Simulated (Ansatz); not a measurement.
**Si4C: density, localisation and related maps**

The calculation's input:

```
crystal:
  lattice:
    - [5.1617733572, 0.0, 0.0]
    - [-2.5808866786, 4.4702268559, 0.0]
    - [0.0, 0.0, 3.5193553184]
  atoms:
    - { symbol: Si, position: [0.0, 0.0, 0.0] }
    - { symbol: Si, position: [0.5, 0.0, 0.0] }
    - { symbol: Si, position: [0.0, 0.5, 0.0] }
    - { symbol: Si, position: [0.5, 0.5, 0.0] }
    - { symbol: C, position: [0.0, 0.0, 0.5] }
basis:
  ecutwfc: 420
kpoints:
  mp_grid: { grid: [12, 12, 10] }
hamiltonian:
  xc: pbe
scf:
  occupations: { method: gaussian, width: 0.1 }
output:
  forces: true
  stress: true
  eigenvalues: true
  write_density: true
  write_potential: true
  elf: true
  volumetric_format: npy
relax:
  adjacent_minimum: "off"
  f_tol: 0.01
  max_steps: 80
  cell: { stress_tol: 0.05 }
```

Launched as:

```sh
ansatz run input.yaml --threads 1 --pin off --max-ram 2560MiB --backend cpu --events-out ev --progress --plain --runs-dir out
```

Below, planes, directions and counts refer to the conventional cell (a = 5.15 Å, b = 5.15 Å, c = 3.54 Å, α = 90.00°, β = 90.00°, γ = 120.00°).

The fields are those of the relaxed geometry.

Space group P6/mmm; a structure generated by program, which may or may not match a known phase.

Level of theory: Ansatz, DFT PBE, scalar-relativistic, plane waves, PAW.

Core electrons are frozen (PAW), and the valence fields are smoothed inside the atomic spheres.

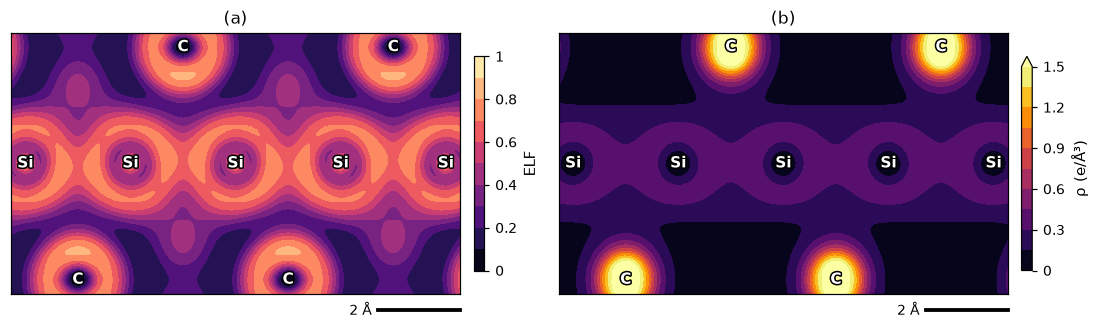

Figure 1. (a) electron localisation function; (b) valence charge density (pseudo) on the (011) plane of the conventional cell.

Q: Interpret the plot.

A: Atoms in the plane: Si and C. Si–Si (2.57 Å): ρ is about 0.36 e/Å³ halfway; the ELF peaks at about 0.75 between the atoms. Between the atoms the lowest density in this plane is 0.07 e/Å³.

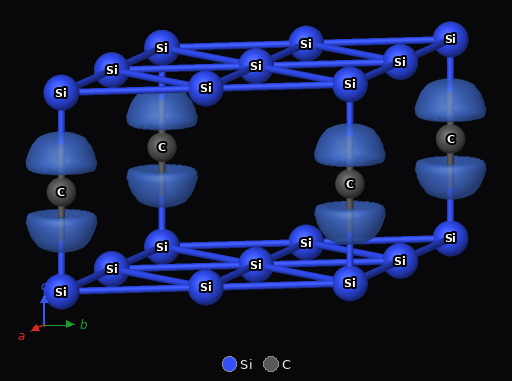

Figure 2. Isosurface of the ELF at 0.8 (blue), seen slightly off an axis. Core shells and regions of very low density are left out. Sticks mark near contacts.

Q: Describe the localisation domains.

A: The surface consists of two regions between bonded C–Si atoms, counted in one cell of 5 atoms. Any copies at cell faces, edges or corners count once. Profiles from the grid: Si–C (1.77 Å): the ELF peaks at about 0.90 between the atoms.

Q: Metal or insulator at this level of theory?

A: It is metallic or semimetallic at this level of theory: no gap opens.
